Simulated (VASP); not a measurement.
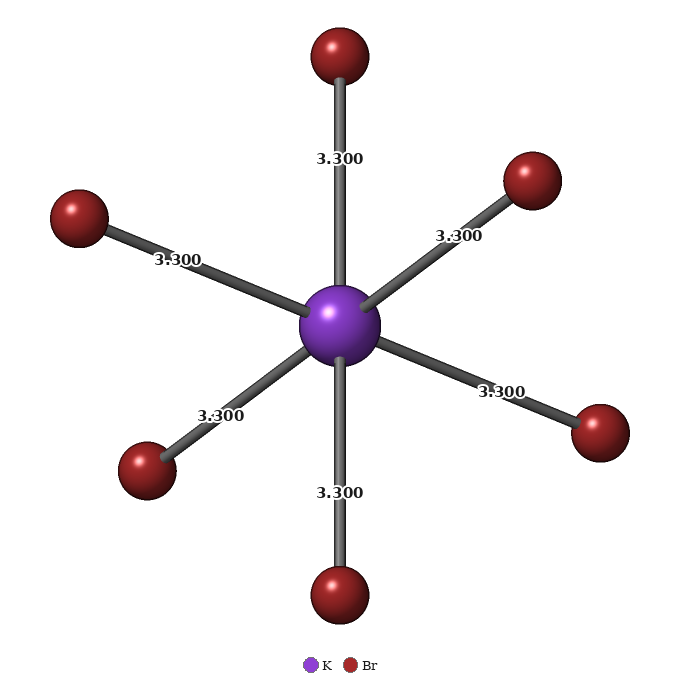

The surroundings of site K1 (at 0.000, 0.000, 0.000) in KBr (Fm-3m), with bond lengths in Å.

Origin of the cell: an entry of the Crystallography Open Database, as set up for an electronic-structure calculation.

```yaml
crystal:
  lattice:
    - [6.60000, 0.00000, 0.00000]
    - [0.00000, 6.60000, 0.00000]
    - [0.00000, 0.00000, 6.60000]
  atoms:
    - { symbol: Br, position: [0.50000, 0.00000, 0.00000] }
    - { symbol: K, position: [0.00000, 0.00000, 0.00000] }
    - { symbol: Br, position: [0.50000, 0.50000, 0.50000] }
    - { symbol: K, position: [0.00000, 0.50000, 0.50000] }
    - { symbol: Br, position: [0.00000, 0.00000, 0.50000] }
    - { symbol: K, position: [0.50000, 0.00000, 0.50000] }
    - { symbol: Br, position: [0.00000, 0.50000, 0.00000] }
    - { symbol: K, position: [0.50000, 0.50000, 0.00000] }
```

Bond valence s = exp((R0 − d)/b), R0 fitted to published crystal structures with b = 0.37 Å; R0 in Å: K+–Br 2.661.

> Calculate the bond-valence sum of K1 from the bonds drawn.

6 × 0.178 = 1.07 v.u., against a formal valence of 1: a close match.

> And over the whole structure?

```tsv
site	x, y, z	formal valence	bond-valence sum	difference
Br1	0.500, 0.000, 0.000	−1	1.07	0.07
K1	0.000, 0.000, 0.000	+1	1.07	0.07
```

These sums include all anions within 5 Å. The global instability index (root mean square of the differences over all atoms) is 0.07 v.u.: little strain. The cell was not relaxed for this table, and a volume that is off by a few per cent shifts all sums together.
